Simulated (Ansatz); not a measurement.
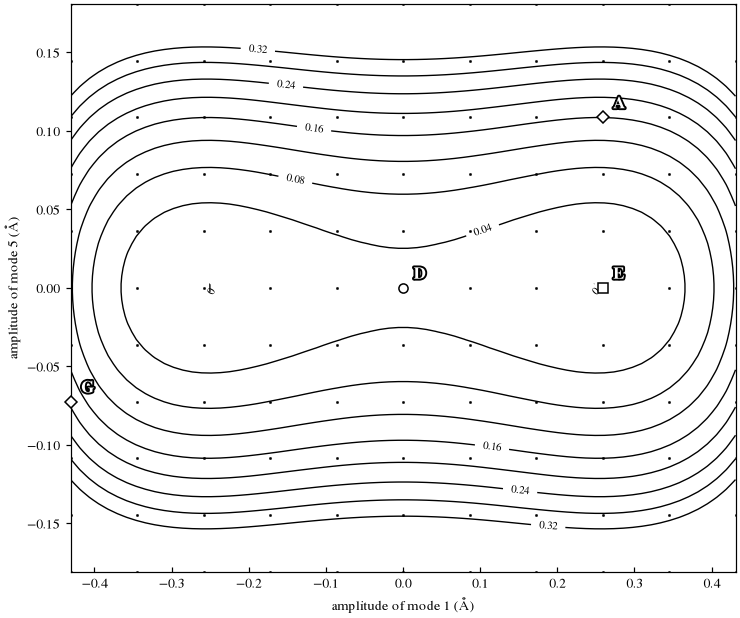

SnO2 (R-3m, No. 166; 6 atoms in the cell). The energy is mapped over two normal modes frozen in (zone-centre modes of the 6-atom cell of this scan, which folds in the wave vector (0, 1/2, 1/2) of the primitive cell). The first coordinate is: amplitude of mode 1 (44i cm⁻¹), largest displacement; the second: amplitude of mode 5 (172 cm⁻¹), largest displacement. Nothing is relaxed (the cell and all other modes fixed). The scan uses an 11 × 11 grid; 36 points were computed and 85 follow by symmetry. Points are written as (first, second). All energies are given in eV per cell relative to the lowest grid point. These are results of Ansatz 0.2.0, DFT LDA+D3(BJ), scalar-relativistic, plane waves, PAW, not measurements. Settings: cutoff 520 eV, k-mesh 8×8×6 in the order of the run's cell vectors, gaussian smearing 0.05 eV, no spin polarisation.

Drawn: contour lines labelled in eV (none above 0.32), dots at the grid points, lettered points. Between grid points the surface is interpolated.

Question: Is G the lowest point of the computed grid?

Answer: No. G lies 0.193 eV above the lowest grid point, which is at (−0.259 Å, 0.000 Å).

Question: What kind of point is each of A, D, E: minimum, saddle, maximum or slope?

Answer: A: on a slope; D: saddle point; E: minimum. (In these two coordinates alone; a stationary point may lie a little off the grid point.)

Question: Rank the lettered points by energy, lowest first.

Answer: E (0.000 eV), D (0.031 eV), A (0.160 eV), G (0.193 eV).

PAW datasets: the set soft_1.
